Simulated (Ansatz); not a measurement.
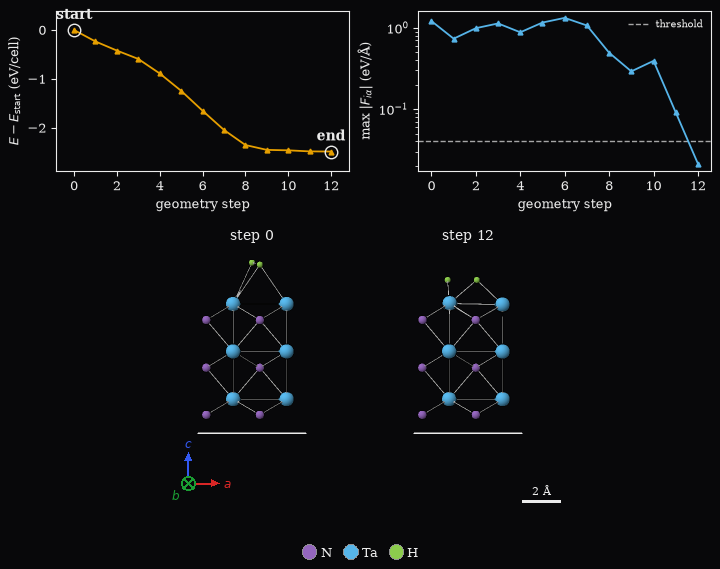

First and last geometry of a constrained relaxation of a slab of composition Ta6HN6 (cut from the P-6m2 phase), with the history of the run. The picture is a ball-and-stick view of the cell of the calculation, outlined in the plane, without the vacuum (origin shifted), seen along the b axis.

Case: 1 H2 a cell, tilted, over a hollow Ta-Ta site. The slab is the (1 0 0) face of TaN with H2 on it. 12 atoms are held fixed.

Computed with DFT PBE+D3(BJ), scalar-relativistic, plane waves, PAW (Ansatz 0.2.0). Settings: plane-wave cutoff 420 eV; k-point mesh 3 × 3 × 1; occupations gaussian; smearing width 0.1 eV; no spin polarisation; dipole correction; atoms relaxed in a fixed cell; force threshold 0.04 eV/Å; at most 100 steps.

Q: Did the run converge, and what did it change?

A: It converged. After 12 geometry steps the energy has fallen by 2.485 eV per cell of the calculation. Largest force component: 1.2 eV/Å at the start, 0.021 eV/Å at the end. The atom that moves furthest is an H atom (1.68 Å at 57° to the normal (−c side)). By element the largest moves are H 1.68 Å, Ta 0.06 Å, N 0.02 Å. The lattice vectors keep their values. Some distances before and after: H–H 0.750 → 2.254 Å, H–Ta 3.369 → 1.916 Å, H–Ta 2.563 → 1.915 Å, H–Ta 2.522 → 1.933 Å. New bonds form, among them: H–Ta (3.37 → 1.92 Å). Cost: 5 min on 4 threads of Arm Neoverse V2, on a shared host, peak memory 2.3 GiB.

Limits of the set-up: the periodic images lie only 5.8 Å apart, so the values are limited by the cell's size.
